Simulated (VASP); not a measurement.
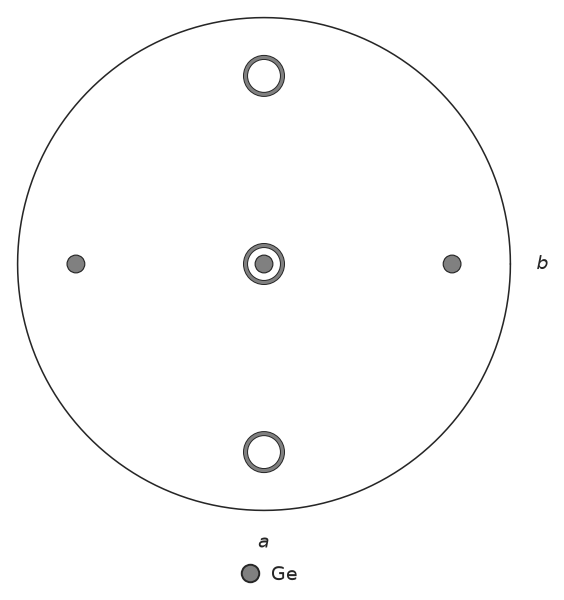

Crystal: Ge, the geometry relaxed with VASP, VASP Kohn-Sham DFT of a periodic cell, LDA, VASP PAW LDA potentials, recommended. Directions from one germanium atom at (0, 0, 1/2) to its bonded neighbours, in stereographic projection down c (filled: above the plane of the page or in it, open: below). Geometry calculated from the standardised cell; symmetry tolerance 0.002 Å.

Neighbours are counted up to 2.93 Å for Ge.

```cif
data_structure
_symmetry_space_group_name_H-M 'P 1'
_symmetry_Int_Tables_number 1
_cell_length_a 5.0816
_cell_length_b 5.0816
_cell_length_c 2.7782
_cell_angle_alpha 90.000
_cell_angle_beta 90.000
_cell_angle_gamma 90.000
_cell_volume 71.74
loop_
_atom_site_label
_atom_site_type_symbol
_atom_site_fract_x
_atom_site_fract_y
_atom_site_fract_z
_atom_site_occupancy
Ge1 Ge 0.00000 0.00000 0.50000 1
Ge2 Ge 0.00000 0.50000 0.75000 1
Ge3 Ge 0.50000 0.50000 0.00000 1
Ge4 Ge 0.50000 0.00000 0.25000 1
```

How many neighbours are there, and at what angles?

6: 4 Ge at 2.63 Å, 2 Ge at 2.78 Å. Angles between bonds: 75° (4×), 94° (4×), 105° (4×), 149° (2×), 180° (1×).

What is the site's symmetry in the crystal?

Point group -42m (D2d), order 8: one −4 axis, two twofold axes, two mirror planes. In I4_1/amd (No. 141, origin choice 1) this is Wyckoff position 4b.
